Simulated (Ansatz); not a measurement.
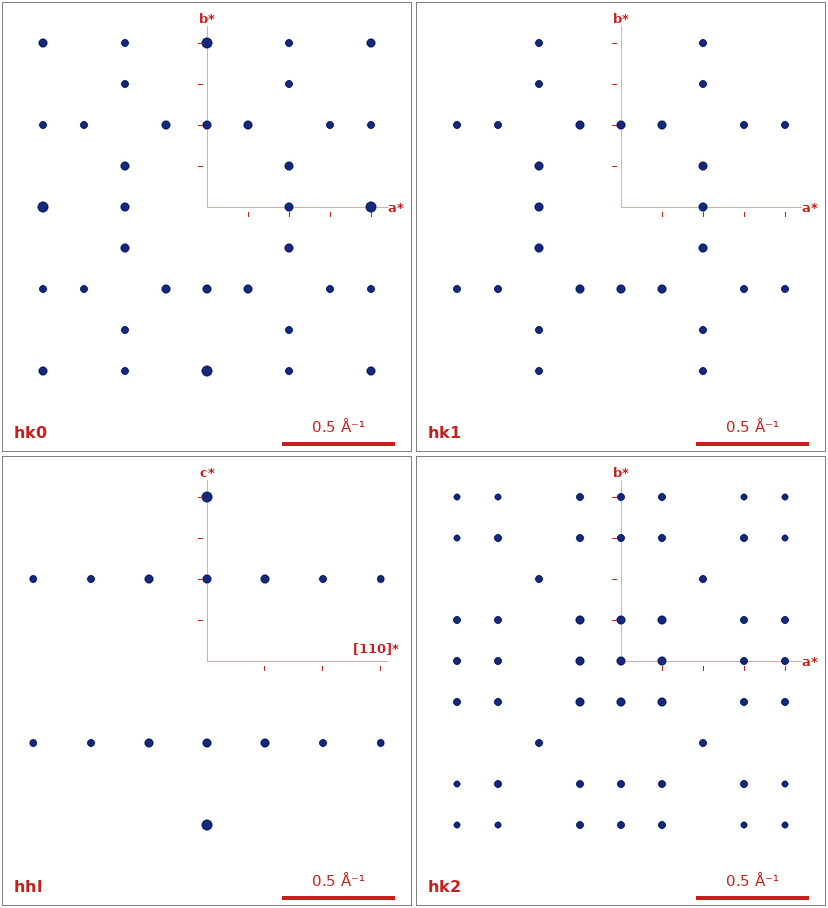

Four undistorted layers of reciprocal space, calculated for a single crystal (X-rays, kinematic |F|², B = 0.5 Å²). Tick marks count the reciprocal lattice steps of the conventional cell along each axis.

The compound is Cd. Structure: the geometry relaxed with Ansatz 0.2.0, DFT, LDA (PW92), plane waves (420 eV) with PAW, scalar-relativistic; the starting structure was generated, so it need not be a known form of this composition.

**Read the reciprocal cell and give the direct cell.**

a* = 0.184, b* = 0.184, c* = 0.184 Å⁻¹; the cell is cubic with a = 5.45 Å.

**List the systematic absences.**

Reflections are present only under these conditions. hkl: no condition; hk0: no condition; hhl: l = 2n; h00: h = 2n. The lattice is primitive (P). Further gaps, such as 0 4 1, 4 0 1, 1 4 0, come from atoms on special positions, not from the group's general conditions. A few very weak reflections are below the display threshold.

**Which space groups fit?**

The intensities have Laue symmetry m-3m (the hk0 layer shows 4mm, hk1 shows 4mm). With these conditions the candidates are P-43n (No. 218), Pm-3n (No. 223). Diffraction geometry alone does not choose among them; the structure has Pm-3n.
